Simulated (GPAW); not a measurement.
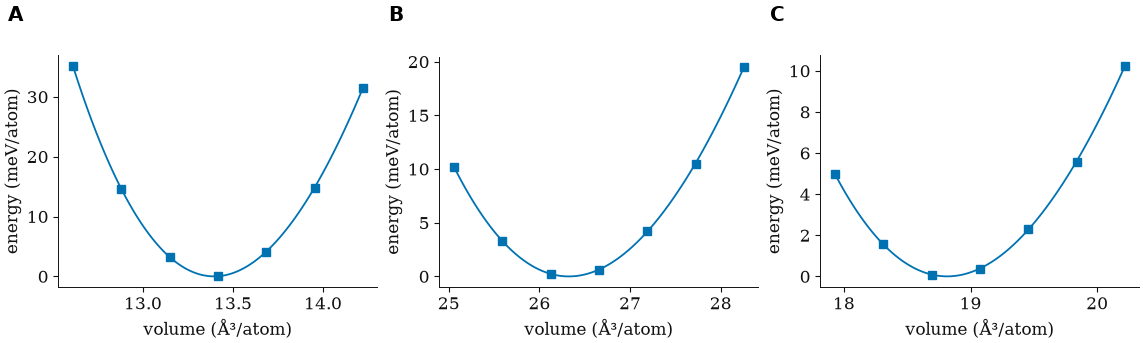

Each panel shows the energy against volume for one of these solids: KF, Fm-3m (No. 225); Si₂Mo, I4/mmm (No. 139); Sn₃Se, Pm-3m (No. 221).

Method: PAW DFT in plane waves, on a grid or in atomic orbitals, no spin polarisation; energies at scaled volumes of the given cell, shape and fractions fixed, counted from the fit's minimum, third-order Birch-Murnaghan fit (GPAW 26.7.0). Level: r2SCAN.

**Match the panels to the solids.**

A is Si₂Mo (energy from 0.02 meV/atom to 35.16 meV/atom, V0 13.39 Å³/atom, B0 220 GPa); B is Sn₃Se (energy from 0.23 meV/atom to 19.50 meV/atom, V0 26.32 Å³/atom, B0 49.5 GPa); C is KF (energy from 0.09 meV/atom to 10.24 meV/atom, V0 18.82 Å³/atom, B0 35.3 GPa).

For KF, limits of the calculation: the fit and the printed pressures don't fully agree, or the minimum lies near the end of the range.

For Si₂Mo, limits of the calculation: the fit and the printed pressures don't fully agree, or the minimum lies near the end of the range; shape and atomic fractions are frozen while scaling, which makes layered, chain and framework solids too stiff.

For Sn₃Se, limits of the calculation: the fit and the printed pressures don't fully agree, or the minimum lies near the end of the range.
